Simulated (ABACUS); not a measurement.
Band-structure run of MnO2 (part 2 of 3)

MnO2 (P6₃/mmc, 6 atoms in the cell); Kohn-Sham DFT of a periodic cell, PBEsol, SG15 ONCV 1.2 PBE, spin-polarised (ABACUS 3.10.1); cutoff 1319.75 eV, 9×9×2 k-mesh, fermi-dirac of 0.05 eV, collinear spins. The structure derives from a Materials Project entry.

Geometry of the input (Å; fractional positions):
```
2.8550  0.0000  0.0000
-1.4275  2.4725  0.0000
0.0000  0.0000  10.2217
Mn 0.0000  0.0000  0.5000
Mn 0.0000  0.0000  0.0000
O  0.6667  0.3333  0.4069
O  0.6667  0.3333  0.0931
O  0.3333  0.6667  0.5931
O  0.3333  0.6667  0.9069
```

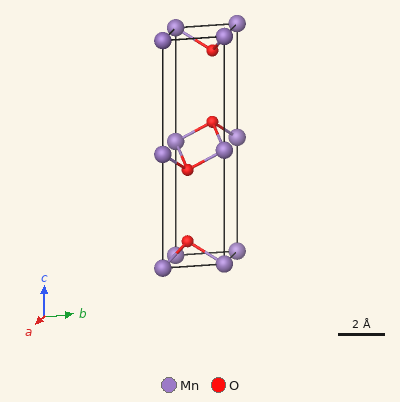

The structure as given in the input (ball-and-stick view of the cell of the calculation, seen slightly off an axis). An atom can appear more than once, as a periodic image.

### The program's output, continued
```
 PW ALGORITHM --------------- ION=   1  ELEC=   7--------------------------------
          total magnetism (Bohr mag/cell) = 5.99999181032
       absolute magnetism (Bohr mag/cell) = 6.11933582566
                        nelec for spin up = 29.9999959052
                      nelec for spin down = 24.0000040948

 Density error is 8.47356002081e-05
                          Error Threshold = 3.23795112254e-06
----------------------------------------------------------
     Energy           Rydberg                 eV
----------------------------------------------------------
 E_KohnSham     -525.2211107522      -7145.9998161196
 E_Harris       -525.0609239643      -7143.8203630594
 E_Fermi        0.5269861805         7.1700148217
----------------------------------------------------------

 PW ALGORITHM --------------- ION=   1  ELEC=   8--------------------------------
          total magnetism (Bohr mag/cell) = 5.99999233333
       absolute magnetism (Bohr mag/cell) = 6.11497907566
                        nelec for spin up = 29.9999961667
                      nelec for spin down = 24.0000038333

 Density error is 5.94507730686e-06
                          Error Threshold = 1.56917778163e-07
----------------------------------------------------------
     Energy           Rydberg                 eV
----------------------------------------------------------
 E_KohnSham     -525.2211349957      -7146.0001459688
 E_Harris       -525.2089568887      -7145.8344543230
 E_Fermi        0.5278072914         7.1811866092
----------------------------------------------------------

 PW ALGORITHM --------------- ION=   1  ELEC=   9--------------------------------
          total magnetism (Bohr mag/cell) = 5.99999191963
       absolute magnetism (Bohr mag/cell) = 6.11363291478
                        nelec for spin up = 29.9999959598
                      nelec for spin down = 24.0000040402

 Density error is 2.50138525751e-06
                          Error Threshold = 1.10094024201e-08
----------------------------------------------------------
     Energy           Rydberg                 eV
----------------------------------------------------------
 E_KohnSham     -525.2211386417      -7146.0001955748
 E_Harris       -525.2235174445      -7146.0325608477
 E_Fermi        0.5279473149         7.1830917258
----------------------------------------------------------

 PW ALGORITHM --------------- ION=   1  ELEC=  10--------------------------------
          total magnetism (Bohr mag/cell) = 5.99999209909
       absolute magnetism (Bohr mag/cell) = 6.11453646904
                        nelec for spin up = 29.9999960495
                      nelec for spin down = 24.0000039505

 Density error is 1.99860367632e-07
                          Error Threshold = 4.63219492132e-09
----------------------------------------------------------
     Energy           Rydberg                 eV
----------------------------------------------------------
 E_KohnSham     -525.2211393680      -7146.0002054571
 E_Harris       -525.2124965806      -7145.8826143018
 E_Fermi        0.5280419198         7.1843788925
----------------------------------------------------------

 PW ALGORITHM --------------- ION=   1  ELEC=  11--------------------------------
          total magnetism (Bohr mag/cell) = 5.99999211537
       absolute magnetism (Bohr mag/cell) = 6.11453496935
                        nelec for spin up = 29.9999960577
                      nelec for spin down = 24.0000039423

 Density error is 3.72330223228e-08
                          Error Threshold = 3.70111791911e-10
----------------------------------------------------------
     Energy           Rydberg                 eV
----------------------------------------------------------
 E_KohnSham     -525.2211394821      -7146.0002070087
 E_Harris       -525.2197698761      -7145.9815725637
 E_Fermi        0.5280987723         7.1851524104
----------------------------------------------------------

 PW ALGORITHM --------------- ION=   1  ELEC=  12--------------------------------
          total magnetism (Bohr mag/cell) = 5.99999210474
       absolute magnetism (Bohr mag/cell) = 6.11448720828
                        nelec for spin up = 29.9999960524
                      nelec for spin down = 24.0000039476

 Density error is 7.84376465191e-09
                          Error Threshold = 6.89500413385e-11
----------------------------------------------------------
     Energy           Rydberg                 eV
----------------------------------------------------------
 E_KohnSham     -525.2211395077      -7146.0002073575
 E_KS(sigma->0) -525.2211393451      -7146.0002051457
 E_Harris       -525.2200341335      -7145.9851679698
 E_band         -58.2138167120       -792.0396096106
 E_one_elec     -435.8797912236      -5930.4488036911
 E_Hartree      235.0381794361       3197.8584878779
 E_xc           -70.6087249054       -960.6809872277
 E_Ewald        -253.7708024897      -3452.7288998929
 E_entropy(-TS) -0.0000003251        -0.0000044235
 E_descf        0.0000000000         0.0000000000
 E_exx          0.0000000000         0.0000000000
 E_Fermi        0.5281091717         7.1852939012
----------------------------------------------------------

 charge density convergence is achieved
 final etot is -7146.0002074 eV
 EFERMI = 7.1852939012 eV

 STATE ENERGY(eV) AND OCCUPATIONS    NSPIN == 2
SPIN UP :
 1/6 kpoint (Cartesian) = 0.0000 0.0000 0.0000 (7891 pws)
       1       -74.7289     0.00617284
       2       -74.7288     0.00617284
       3       -43.5231     0.00617284
       4       -43.5231     0.00617284
       5       -43.5205     0.00617284
       6       -43.5205     0.00617284
       7       -43.5205     0.00617284
       8       -43.5205     0.00617284
       9       -12.9189     0.00617284
      10       -12.8795     0.00617284
      11       -10.7762     0.00617284
      12       -10.7051     0.00617284
      13       0.465557     0.00617284
      14       0.652567     0.00617284
      15       0.652567     0.00617284
      16       0.658448     0.00617284
      17       0.658448     0.00617284
      18       0.811395     0.00617284
      19        4.31769     0.00617284
      20        4.31769     0.00617284
      21        4.31913     0.00617284
      22        4.31913     0.00617284
      23        4.44171     0.00617284
      24        5.20282     0.00617284
      25        5.22443     0.00617284
      26        5.22443     0.00617284
      27        5.24820     0.00617284
      28        5.24820     0.00617284
      29        6.41415     0.00617284
      30        6.65140     0.00617270
      31        9.59614    7.08103e-24
      32        9.59614    7.08103e-24
      33        9.61842    4.53502e-24
      34        9.61842    4.53502e-24
      35        13.3418    2.07066e-56
      36        15.1143    8.32374e-72
      37        15.5145    2.78090e-75
      38        16.8393    8.64900e-87
      39        18.5777        0.00000
      40        19.6140        0.00000
      41        26.0142        0.00000
      42        26.0142        0.00000
      43        26.2998        0.00000

 2/6 kpoint (Cartesian) = -0.038919 0.022470 0.0000 (7915 pws)
       1       -74.7266      0.0370370
       2       -74.7266      0.0370370
       3       -43.5403      0.0370370
       4       -43.5403      0.0370370
       5       -43.5249      0.0370370
       6       -43.5249      0.0370370
       7       -43.5199      0.0370370
       8       -43.5198      0.0370370
       9       -12.7629      0.0370370
      10       -12.7238      0.0370370
      11       -10.8153      0.0370370
      12       -10.7489      0.0370370
      13       0.544292      0.0370370
      14       0.599151      0.0370370
      15       0.656681      0.0370370
      16       0.784022      0.0370370
      17       0.790576      0.0370370
      18       0.985683      0.0370370
      19        3.67765      0.0370370
      20        3.69923      0.0370370
      21        3.90554      0.0370370
      22        3.91313      0.0370370
      23        4.76524      0.0370370
      24        5.17122      0.0370370
      25        5.21167      0.0370370
      26        5.50060      0.0370370
      27        5.55651      0.0370370
      28        5.57520      0.0370370
      29        6.45287      0.0370370
      30        6.70216      0.0370347
      31        9.16178    2.51815e-19
      32        9.23524    5.79464e-20
      33        9.50068    2.86683e-22
      34        9.52402    1.79761e-22
      35        13.8584    4.04584e-60
      36        15.4407    7.29378e-74
      37        16.0452    4.09339e-79
      38        17.4351        0.00000
      39        19.0838        0.00000
      40        19.7833        0.00000
      41        24.7506        0.00000
      42        25.0652        0.00000
      43        25.8470        0.00000

 3/6 kpoint (Cartesian) = -0.077837 0.044939 0.0000 (7871 pws)
       1       -74.7208      0.0370370
       2       -74.7207      0.0370370
       3       -43.5905      0.0370370
       4       -43.5905      0.0370370
       5       -43.5363      0.0370370
       6       -43.5363      0.0370370
       7       -43.5116      0.0370370
       8       -43.5115      0.0370370
       9       -12.3462      0.0370370
      10       -12.3083      0.0370370
      11       -10.9175      0.0370370
      12       -10.8623      0.0370370
      13       0.400480      0.0370370
      14       0.516865      0.0370370
      15        1.10990      0.0370370
      16        1.11850      0.0370370
      17        1.15334      0.0370370
      18        1.42437      0.0370370
      19        2.47572      0.0370370
      20        2.55288      0.0370370
      21        3.39291      0.0370370
      22        3.40473      0.0370370
      23        5.00373      0.0370370
      24        5.10461      0.0370370
      25        5.42240      0.0370370
      26        5.79825      0.0370370
      27        5.81486      0.0370370
      28        5.82160      0.0370370
      29        6.32349      0.0370370
      30        6.54249      0.0370369
      31        8.42910    5.82155e-13
      32        8.63447    9.57734e-15
      33        9.35141    5.67519e-21
      34        9.37692    3.40744e-21
      35        15.0550    1.63289e-70
      36        16.0994    1.38677e-79
      37        17.2943        0.00000
      38        18.7623        0.00000
      39        20.1609        0.00000
      40        20.4121        0.00000
      41        22.8167        0.00000
      42        23.2235        0.00000
      43        24.2622        0.00000

 4/6 kpoint (Cartesian) = -0.11676 0.067409 0.0000 (7862 pws)
       1       -74.7141      0.0370370
       2       -74.7141      0.0370370
       3       -43.6472      0.0370370
       4       -43.6472      0.0370370
       5       -43.5492      0.0370370
       6       -43.5492      0.0370370
       7       -43.5021      0.0370370
       8       -43.5021      0.0370370
       9       -11.8254      0.0370370
      10       -11.7895      0.0370370
      11       -11.0396      0.0370370
      12       -10.9959      0.0370370
      13       0.162186      0.0370370
      14       0.262600      0.0370370
      15        1.39731      0.0370370
      16        1.40883      0.0370370
      17        1.40969      0.0370370
      18        1.52275      0.0370370
      19        2.12494      0.0370370
      20        2.38962      0.0370370
      21        3.27607      0.0370370
      22        3.29212      0.0370370
      23        4.73401      0.0370370
      24        4.89684      0.0370370
      25        5.40824      0.0370370
      26        5.55267      0.0370370
      27        5.56580      0.0370370
      28        5.57173      0.0370370
      29        5.93554      0.0370370
      30        6.11882      0.0370370
      31        8.38547    1.39333e-12
      32        8.64258    8.14334e-15
      33        9.34472    6.48769e-21
      34        9.37290    3.69277e-21
      35        16.2650    5.04843e-81
      36        17.0088    1.74907e-87
      37        18.4528        0.00000
      38        20.0176        0.00000
      39        20.0192        0.00000
      40        21.2159        0.00000
      41        22.0218        0.00000
      42        22.1908        0.00000
      43        22.9027        0.00000

 5/6 kpoint (Cartesian) = -0.15567 0.089879 0.0000 (7822 pws)
       1       -74.7098      0.0370370
       2       -74.7098      0.0370370
       3       -43.6840      0.0370370
       4       -43.6839      0.0370370
       5       -43.5576      0.0370370
       6       -43.5576      0.0370370
       7       -43.4959      0.0370370
       8       -43.4959      0.0370370
       9       -11.4459      0.0370370
      10       -11.4116      0.0370370
      11       -11.1271      0.0370370
      12       -11.0903      0.0370370
      13      -0.327013      0.0370370
      14      -0.254892      0.0370370
      15        1.46566      0.0370370
      16        1.47899      0.0370370
      17        1.69041      0.0370370
      18        1.84227      0.0370370
      19        2.46261      0.0370370
      20        2.67262      0.0370370
      21        3.61443      0.0370370
      22        3.63940      0.0370370
      23        4.34733      0.0370370
      24        4.63369      0.0370370
      25        5.03406      0.0370370
      26        5.03690      0.0370370
      27        5.03795      0.0370370
      28        5.14016      0.0370370
      29        5.68455      0.0370370
      30        5.77859      0.0370370
      31        8.71513    1.90815e-15
      32        8.90815    4.01883e-17
      33        9.41557    1.57278e-21
      34        9.44607    8.54646e-22
      35        17.1804    5.65067e-89
      36        18.2779        0.00000
      37        18.8146        0.00000
      38        18.9400        0.00000
      39        19.8944        0.00000
      40        20.6552        0.00000
      41        22.3099        0.00000
      42        22.8154        0.00000
      43        22.8348        0.00000

 6/6 kpoint (Cartesian) = -0.038919 0.067409 0.0000 (7869 pws)
       1       -74.7225      0.0370370
       2       -74.7225      0.0370370
       3       -43.5735      0.0370370
       4       -43.5735      0.0370370
       5       -43.5348      0.0370370
       6       -43.5348      0.0370370
       7       -43.5140      0.0370370
       8       -43.5140      0.0370370
       9       -12.4759      0.0370370
      10       -12.4376      0.0370370
      11       -10.8860      0.0370370
      12       -10.8276      0.0370370
      13       0.457665      0.0370370
      14       0.557861      0.0370370
      15       0.962840      0.0370370
      16        1.00185      0.0370370
      17        1.01890      0.0370370
      18        1.29070      0.0370370
      19        2.97623      0.0370370
      20        3.02493      0.0370370
      21        3.28151      0.0370370
      22        3.29419      0.0370370
      23        5.14911      0.0370370
      24        5.16288      0.0370370
      25        5.18653      0.0370370
      26        5.57028      0.0370370
      27        5.86404      0.0370370
      28        6.00103      0.0370370
      29        6.38335      0.0370370
      30        6.61703      0.0370366
      31        8.69940    2.61375e-15
      32        8.83038    1.90359e-16
      33        9.24716    4.56561e-20
      34        9.30659    1.39088e-20
      35        14.7328    1.02749e-67
      36        15.9077    6.40910e-78
      37        16.9525    5.39388e-87
      38        18.3981        0.00000
      39        20.0074        0.00000
      40        20.0860        0.00000
      41        23.3864        0.00000
      42        23.8773        0.00000
      43        24.6060        0.00000

SPIN DOWN :
[... levels at 6 further k points ...]

------------------------------------------------------------------------------------------
 TOTAL-FORCE (eV/Angstrom)
------------------------------------------------------------------------------------------
                       Mn1         0.0000000000         0.0000000000         0.0000000000
                       Mn2         0.0000000000         0.0000000000         0.0000000000
                        O1         0.0000000000         0.0000000000         0.0488890221
                        O2         0.0000000000         0.0000000000        -0.0488890221
                        O3         0.0000000000         0.0000000000        -0.0488890221
                        O4         0.0000000000         0.0000000000         0.0488890221
------------------------------------------------------------------------------------------

----------------------------------------------------------------
 TOTAL-STRESS (KBAR)
----------------------------------------------------------------
        -6.7511697975         0.0000000001        -0.0000000000
         0.0000000001        -6.7511697975         0.0000000000
         0.0000000000        -0.0000000000         1.7330540888
----------------------------------------------------------------
 TOTAL-PRESSURE: -3.923095 KBAR

 --------------------------------------------
 !FINAL_ETOT_IS -7146.0002073574560200 eV
 --------------------------------------------
```

### Standard output
```
ABACUS v3.10.1

               Atomic-orbital Based Ab-initio Computation at UStc

 dft_functional readin is: pbesol
 dft_functional in pseudopot file is: PBE
 Please make sure this is what you need
 dft_functional readin is: pbesol
 dft_functional in pseudopot file is: PBE
 Please make sure this is what you need

%%%%%%%%%%%%%%%%%%%%%%%%%%%%%%%%%%%%%%%%%%%%%%%%%%%%%%%%%%%%%%%%%%%%%%%%%%%%%%%%%%%%%%%%%%%%%%%%%%%%%%%%%
 Warning: the number of valence electrons in pseudopotential > 7 for Mn: [Ar] 3d5 4s2
 Pseudopotentials with additional electrons can yield (more) accurate outcomes, but may be less efficient.
 If you're confident that your chosen pseudopotential is appropriate, you can safely ignore this warning.
%%%%%%%%%%%%%%%%%%%%%%%%%%%%%%%%%%%%%%%%%%%%%%%%%%%%%%%%%%%%%%%%%%%%%%%%%%%%%%%%%%%%%%%%%%%%%%%%%%%%%%%%%

 UNIFORM GRID DIM        : 36 * 36 * 125
 UNIFORM GRID DIM(BIG)   : 36 * 36 * 125
 ---------------------------------------------------------
 Self-consistent calculations for electrons
 ---------------------------------------------------------
 SPIN    KPOINTS         PROCESSORS  THREADS
 2       48              4           4
 ---------------------------------------------------------
 Use plane wave basis
 ---------------------------------------------------------
 ELEMENT NATOM       XC
 Mn      2
 O       4
 ---------------------------------------------------------
 Initial plane wave basis and FFT box
 ---------------------------------------------------------
 -------------------------------------------
 SELF-CONSISTENT :
 -------------------------------------------
 START CHARGE      : atomic
 ITER      TMAG       AMAG        ETOT/eV          EDIFF/eV         DRHO     TIME/s
 DA1      6.00e+00   6.26e+00  -7.13529143e+03   0.00000000e+00   2.4435e+00  27.28
 DA2      5.59e+00   5.60e+00  -7.14035889e+03  -5.06745996e+00   2.4067e+00   9.53
 DA3      6.00e+00   6.04e+00  -7.14591943e+03  -5.56053577e+00   1.3121e-01   8.36
 DA4      6.00e+00   6.07e+00  -7.14591426e+03   5.17051296e-03   2.6948e-02   8.15
 DA5      6.00e+00   6.14e+00  -7.14599715e+03  -8.28949915e-02   7.7090e-03   9.39
 DA6      6.00e+00   6.13e+00  -7.14599768e+03  -5.28815410e-04   1.7485e-03   9.18
 DA7      6.00e+00   6.12e+00  -7.14599982e+03  -2.13330314e-03   8.4736e-05   8.30
 DA8      6.00e+00   6.11e+00  -7.14600015e+03  -3.29849204e-04   5.9451e-06  10.74
 DA9      6.00e+00   6.11e+00  -7.14600020e+03  -4.96060622e-05   2.5014e-06  12.73
 DA10     6.00e+00   6.11e+00  -7.14600021e+03  -9.88220923e-06   1.9986e-07  14.07
 DA11     6.00e+00   6.11e+00  -7.14600021e+03  -1.55165034e-06   3.7233e-08  14.75
 DA12     6.00e+00   6.11e+00  -7.14600021e+03  -3.48754466e-07   7.8438e-09  12.24
----------------------------------------------------------------
 TOTAL-STRESS (KBAR)
----------------------------------------------------------------
        -6.7511697975         0.0000000001        -0.0000000000
         0.0000000001        -6.7511697975         0.0000000000
         0.0000000000        -0.0000000000         1.7330540888
----------------------------------------------------------------
 TOTAL-PRESSURE: -3.923095 KBAR
```
